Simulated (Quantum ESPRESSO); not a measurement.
**Run report: HfO$_{2}$, single-point calculation (part 2 of 2)**

The same run, continued: HfO$_{2}$ (P2₁/c, 12 atoms in the cell); Kohn-Sham DFT of a periodic cell, PBEsol, GBRV 1.5 PBEsol, no spin polarisation (Quantum ESPRESSO 7.5); cutoff 612.26 eV, 3×3×3 k-mesh, fermi-dirac of 0.05 eV. The structure derives from an entry of the Crystallography Open Database. The volume is scaled by 0.98.

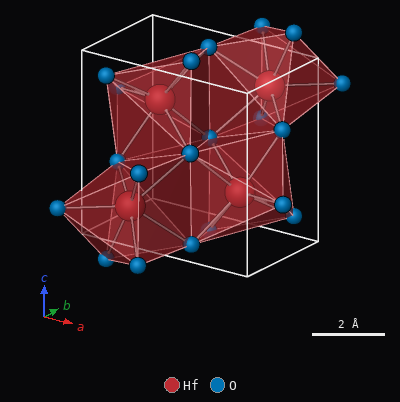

**Figure 1.** The input geometry (polyhedral view of the cell of the calculation, seen slightly off an axis; polyhedra are completed across the faces of the cell).

### The program's output, continued
```
   -49.2262 -49.2199 -49.2113 -49.2098 -18.2833 -18.2483 -18.2121 -18.2068
   -18.1450 -18.0811 -17.9905 -17.9544 -17.9245 -17.9023 -17.8729 -17.8423
    -6.3701  -5.7572  -5.7255  -5.6007  -5.1229  -5.0257  -4.9621  -4.9011
     6.1285   6.2282   6.3037   6.4771   6.7145   6.9150   7.0689   7.2994
     7.5178   7.7807   8.0825   8.2586   8.5533   8.6997   8.9313   9.0532
     9.1887   9.3730   9.7379   9.8760  10.0979  10.2014  10.3348  10.4655
    15.8571  16.0143  16.2566  16.2966  16.8080  17.0446  17.5193  17.6488
    17.7954  17.9642  18.3591  18.5167  19.3371  19.3876

          k = 0.3333 0.0000 0.0549 (  4684 PWs)   bands (ev):

   -49.2297 -49.2154 -49.2148 -49.2073 -18.3455 -18.2796 -18.2628 -18.1616
   -18.0506 -18.0203 -18.0100 -17.9932 -17.9090 -17.9058 -17.8652 -17.8524
    -6.7189  -5.5638  -5.5612  -5.5570  -5.3093  -4.9402  -4.8739  -4.8467
     5.2933   5.7052   6.1862   6.3321   6.3511   6.6022   7.3475   7.3708
     7.7235   7.8703   8.2970   8.4744   8.5578   8.8839   9.1802   9.5154
     9.5576   9.6099   9.6265  10.0829  10.2633  10.3630  10.3971  10.8532
    15.1988  15.9716  16.2493  16.2611  16.8384  17.1049  17.1183  17.4579
    18.1755  18.2136  18.3181  18.6098  18.8420  19.2101

          k = 0.3333 0.0000 0.3821 (  4657 PWs)   bands (ev):

   -49.2220 -49.2202 -49.2174 -49.2076 -18.2700 -18.2358 -18.2224 -18.1829
   -18.1377 -18.1025 -18.0389 -17.9618 -17.8942 -17.8820 -17.8766 -17.8661
    -6.2631  -5.8063  -5.5131  -5.4361  -5.4096  -5.1402  -4.9443  -4.9383
     5.8296   6.0600   6.3515   6.6054   6.6532   6.7270   7.1795   7.3655
     7.6148   7.7561   7.7935   8.4074   8.4115   8.9774   9.0403   9.2079
     9.4352   9.5114   9.6665   9.7864   9.8795  10.1428  10.4947  10.7168
    15.2340  15.6701  16.2681  16.5501  16.7416  17.0001  17.3065  17.6525
    18.0518  18.0687  18.5960  18.8969  19.0763  19.7307

          k = 0.3333 0.0000-0.2723 (  4662 PWs)   bands (ev):

   -49.2284 -49.2162 -49.2117 -49.2109 -18.3217 -18.3182 -18.2275 -18.2185
   -18.0887 -18.0411 -18.0141 -17.9919 -17.9003 -17.8952 -17.8474 -17.7927
    -6.5139  -5.7465  -5.5733  -5.4715  -5.1368  -5.0868  -4.9738  -4.9356
     5.8128   6.0118   6.1107   6.4026   6.5672   6.9640   7.0261   7.1326
     7.6284   8.1629   8.1813   8.3812   8.5228   8.8583   9.0134   9.2579
     9.5825   9.5907   9.6568   9.8253   9.9008  10.2418  10.2593  10.6455
    15.4619  15.6615  16.3047  16.4816  16.8425  16.9450  17.1647  17.2610
    17.6900  18.3462  18.8717  18.9483  19.2215  19.4129

          k = 0.3333 0.3290 0.0549 (  4669 PWs)   bands (ev):

   -49.2262 -49.2196 -49.2122 -49.2092 -18.3167 -18.2681 -18.2261 -18.1907
   -18.1379 -18.0622 -17.9920 -17.9527 -17.9178 -17.8933 -17.8723 -17.8352
    -6.4186  -5.7975  -5.4778  -5.4726  -5.3336  -5.1050  -4.9527  -4.8864
     5.6564   6.1934   6.3210   6.5901   6.5986   6.8864   6.9953   7.2166
     7.5871   7.8290   8.1690   8.4086   8.5957   8.8111   8.9686   9.2041
     9.4001   9.5914   9.7641   9.9176   9.9898  10.2142  10.2886  10.4567
    15.5726  15.8645  16.2771  16.5259  16.8433  17.1297  17.3173  17.3943
    17.6875  17.7787  18.6602  19.0093  19.0674  19.2155

          k = 0.3333 0.3290 0.3821 (  4655 PWs)   bands (ev):

   -49.2211 -49.2190 -49.2164 -49.2106 -18.3302 -18.2975 -18.2809 -18.2297
   -18.0594 -18.0446 -17.9699 -17.9288 -17.9092 -17.8962 -17.8676 -17.8485
    -6.1399  -5.9363  -5.8633  -5.6413  -5.0277  -4.9963  -4.9950  -4.8568
     6.0409   6.3563   6.5599   6.6629   6.7285   6.9161   7.0140   7.2166
     7.6031   7.8861   8.1560   8.3201   8.5501   8.6859   8.8680   9.0679
     9.2826   9.3254   9.5780   9.6696   9.7635  10.1706  10.2020  10.4650
    15.3883  15.8264  16.2134  16.4578  16.6852  16.9819  17.2745  17.5218
    17.6475  18.1441  18.3210  18.7573  19.3399  19.5506

          k = 0.3333 0.3290-0.2723 (  4669 PWs)   bands (ev):

   -49.2253 -49.2190 -49.2121 -49.2108 -18.3734 -18.3379 -18.3091 -18.2326
   -18.0710 -17.9903 -17.9587 -17.9398 -17.9046 -17.8764 -17.8460 -17.8093
    -6.4031  -5.9762  -5.7365  -5.6066  -5.0993  -5.0206  -4.8174  -4.7818
     6.0016   6.2431   6.3901   6.6138   6.7164   6.8435   6.9908   7.4413
     7.5055   7.8300   8.0927   8.4126   8.5571   8.7561   8.9776   9.1775
     9.3355   9.5099   9.5850   9.7383   9.9214  10.0130  10.2418  10.3622
    15.5894  15.6967  16.2538  16.4638  16.6344  16.8666  17.2096  17.4302
    17.7513  18.0165  18.2797  18.5976  19.1831  19.3970

     the Fermi energy is    13.6714 ev

!    total energy              =    -893.98324618 Ry
     estimated scf accuracy    <          1.7E-10 Ry
     smearing contrib. (-TS)   =      -0.00000000 Ry
     internal energy E=F+TS    =    -893.98324618 Ry

     The total energy is F=E-TS. E is the sum of the following terms:
     one-electron contribution =    -134.05710221 Ry
     hartree contribution      =     123.08897867 Ry
     xc contribution           =    -359.72976819 Ry
     ewald contribution        =    -523.28535445 Ry

     convergence has been achieved in  11 iterations

     negative rho (up, down):  4.551E-01 0.000E+00

     Forces acting on atoms (cartesian axes, Ry/au):

     atom    1 type  1   force =     0.01162067   -0.00016481    0.00262439
     atom    2 type  1   force =    -0.01162067   -0.00016481   -0.00262439
     atom    3 type  1   force =    -0.01162067    0.00016481   -0.00262439
     atom    4 type  1   force =     0.01162067    0.00016481    0.00262439
     atom    5 type  2   force =    -0.01658497   -0.00822674   -0.00508075
     atom    6 type  2   force =     0.01658497   -0.00822674    0.00508075
     atom    7 type  2   force =     0.01658497    0.00822674    0.00508075
     atom    8 type  2   force =    -0.01658497    0.00822674   -0.00508075
     atom    9 type  2   force =    -0.00503040    0.00177993   -0.00194306
     atom   10 type  2   force =     0.00503040    0.00177993    0.00194306
     atom   11 type  2   force =     0.00503040   -0.00177993    0.00194306
     atom   12 type  2   force =    -0.00503040   -0.00177993   -0.00194306

     Total force =     0.046594     Total SCF correction =     0.000036

     Computing stress (Cartesian axis) and pressure

     negative rho (up, down):  4.551E-01 0.000E+00
          total   stress  (Ry/bohr**3)                   (kbar)     P=       18.01
   0.00012630   0.00000000   0.00001822           18.58        0.00        2.68
   0.00000000   0.00009079   0.00000000            0.00       13.36        0.00
   0.00001822   0.00000000   0.00015015            2.68        0.00       22.09

=------------------------------------------------------------------------------=
   JOB DONE.
=------------------------------------------------------------------------------=
```

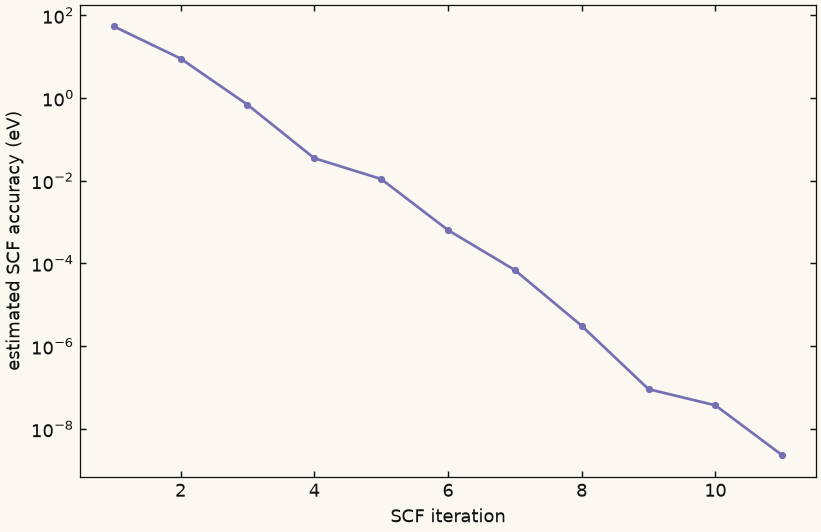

**Figure 2.** Convergence of the self-consistent field: estimated SCF accuracy against the iteration. The field takes 11 iterations in all.

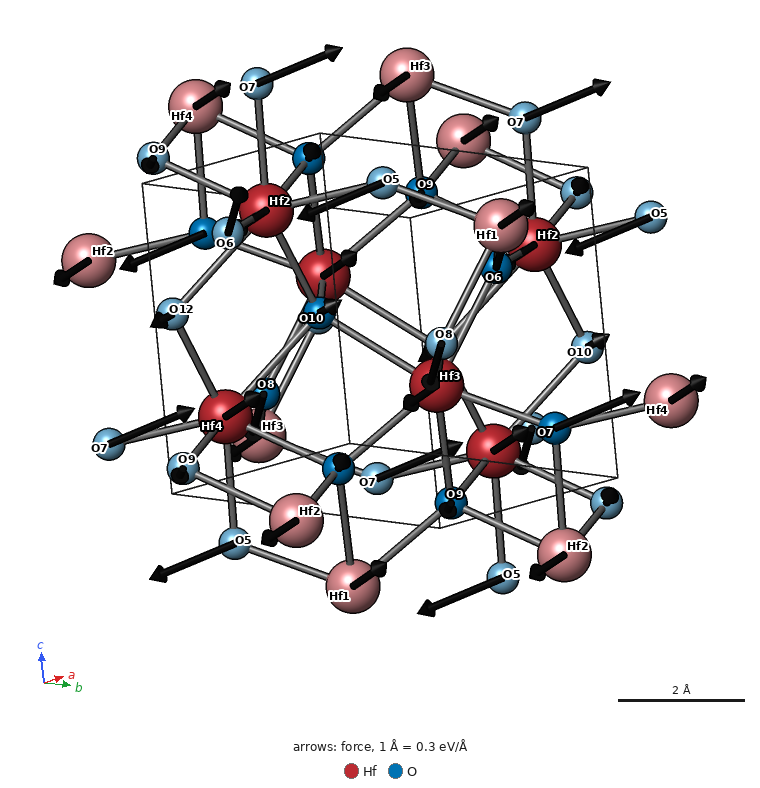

**Figure 3.** Forces on the atoms as black arrows (ball-and-stick view of the cell of the calculation, seen at an oblique angle; neighbours outside the cell are drawn fainter; atoms are numbered from 1 in the order of the input). The largest act on O5, O6, O7, O8 (0.49 eV/Å); all 4 Hf atoms (0.31 eV/Å). The geometry is not a stationary point of this energy.

The run was set up as follows.

### Input file
```
&CONTROL
  calculation = 'scf'
  prefix = 'pwscf'
  outdir = './tmp'
  pseudo_dir = './pseudo'
  tprnfor = .true.
  tstress = .true.
  disk_io = 'nowf'
/
&SYSTEM
  ibrav = 0
  nat = 12
  ntyp = 2
  ecutwfc = 45
  ecutrho = 360
  nbnd = 62
  occupations = 'smearing'
  smearing = 'fd'
  degauss = 0.00367493
/
&ELECTRONS
  conv_thr = 2.4d-09
  electron_maxstep = 120
  mixing_beta = 0.5
/
ATOMIC_SPECIES
Hf   178.4900 hf_pbesol_v1.uspp.F.UPF
O     15.9990 o_pbesol_v1.2.uspp.F.UPF
CELL_PARAMETERS angstrom
   5.0836499717    0.0000000000    0.0000000000
   0.0000000000    5.1508955956    0.0000000000
  -0.8529000468    0.0000000000    5.1788736893
ATOMIC_POSITIONS crystal
Hf     0.2755000000    0.4603000000    0.7080000000
Hf     0.7245000000    0.9603000000    0.7920000000
Hf     0.7245000000    0.5397000000    0.2920000000
Hf     0.2755000000    0.0397000000    0.2080000000
O      0.0742000000    0.1684000000    0.8467000000
O      0.9258000000    0.6684000000    0.6533000000
O      0.9258000000    0.8316000000    0.1533000000
O      0.0742000000    0.3316000000    0.3467000000
O      0.4487000000    0.7419000000    0.9801000000
O      0.5513000000    0.2419000000    0.5199000000
O      0.5513000000    0.2581000000    0.0199000000
O      0.4487000000    0.7581000000    0.4801000000
K_POINTS automatic
3 3 3 0 0 0
```

Run as:
```bash
OMP_NUM_THREADS=1 mpirun -n 2 pw.x -nk 2 -in pw.in > pw.out
```

### Summary

```tsv
quantity	value
outcome	converged
space group (tolerance 0.01 Å)	P2₁/c (14)
electrons treated	96
free energy	−12163.2617 eV
Fermi energy	13.671 eV
gap on the k-point mesh	4.28 eV
pressure	1.80 GPa
largest force (length of the vector)	0.494 eV/Å
hardware	2 threads of Intel Xeon (Sapphire Rapids), 64 GiB of memory available, shared host
wall time	53 s (CPU time 1.7 min)
peak memory	0.92 GiB
```

### Notes

Notes on the run: negative rho. Spin–orbit coupling is left out, which matters for Hf.
